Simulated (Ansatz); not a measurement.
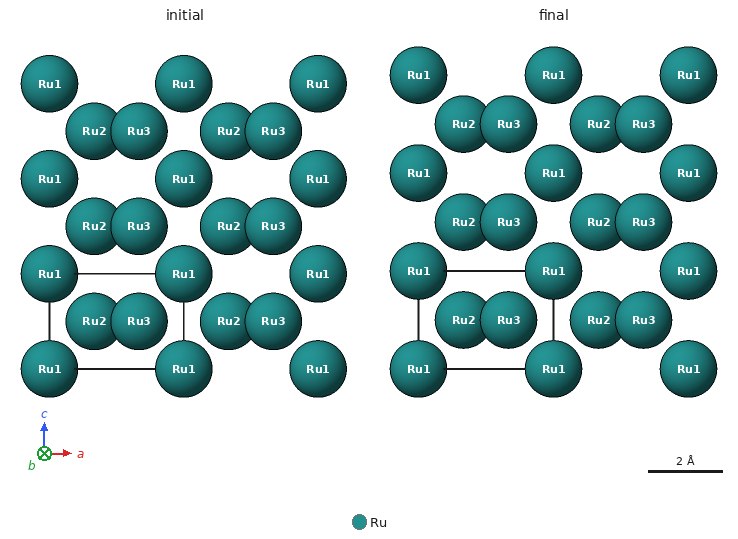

The structure of solid Ru (a generated structure, set up in P6/mmm) before (left) and after (right) a relaxation, at one scale.

The picture is a spheres-only view of the cell of the calculation, repeated 2 × 1 × 3 with one cell outlined, seen along the b axis.

Phase: omega (AlB2-type).

Computed with DFT, PBE, plane waves (420 eV) with PAW, scalar-relativistic in Ansatz 0.2.0.

Input file:
```yaml
crystal:
  lattice:
    - [4.2469224303, 0.0, 0.0]
    - [-2.1234612151, 3.6779427125, 0.0]
    - [0.0, 0.0, 2.6033634498]
  atoms:
    - { symbol: Ru, position: [0.0, 0.0, 0.0], spin: 1.0 }
    - { symbol: Ru, position: [0.3333333333, 0.6666666667, 0.5], spin: 1.0 }
    - { symbol: Ru, position: [0.6666666667, 0.3333333333, 0.5], spin: 1.0 }
hamiltonian:
  xc: pbe
  pseudopotentials:
    kind: paw
    azcp:
      Ru: "pseudopotentials/Ru.paw.azcp"
basis:
  ecutwfc: 420
  fft_grid_basis: typed
kpoints:
  mp_grid: { grid: [9, 9, 12], shift: [0, 0, 0] }
magnetization:
  spin_polarized: true
scf:
  occupations: { method: fermi_dirac, width: 0.05 }
relax:
  max_steps: 60
  f_tol: 0.01
  cell: {}
```

Describe what moved and what it gained.

The atoms keep their places relative to the cell (all moves are under 0.005 Å). The volume changes by +4.1 %, with a = b 4.247 → 4.269 Å (+0.5 %), c 2.603 → 2.682 Å (+3.0 %). Near-neighbour distances that change, for instance: Ru1–Ru1 2.603 → 2.682 Å, Ru1–Ru2 2.776 → 2.806 Å, Ru2–Ru3 2.452 → 2.465 Å. The space group stays P6/mmm (No. 191). Over 4 accepted moves (5 points after the start) the energy falls by 27.8 meV per atom. All forces vanish by symmetry, so only the cell relaxes. Pressure: 12.53 GPa at the start and −0.01 GPa at the end. The SCF was repeated once at an unchanged geometry on a basis and grid sized afresh for the cell, which shifted the energy by 0.2 meV per atom at most. The program noted that the starting moments weren't kept. The run took of the order of 80 core-seconds on a shared host.
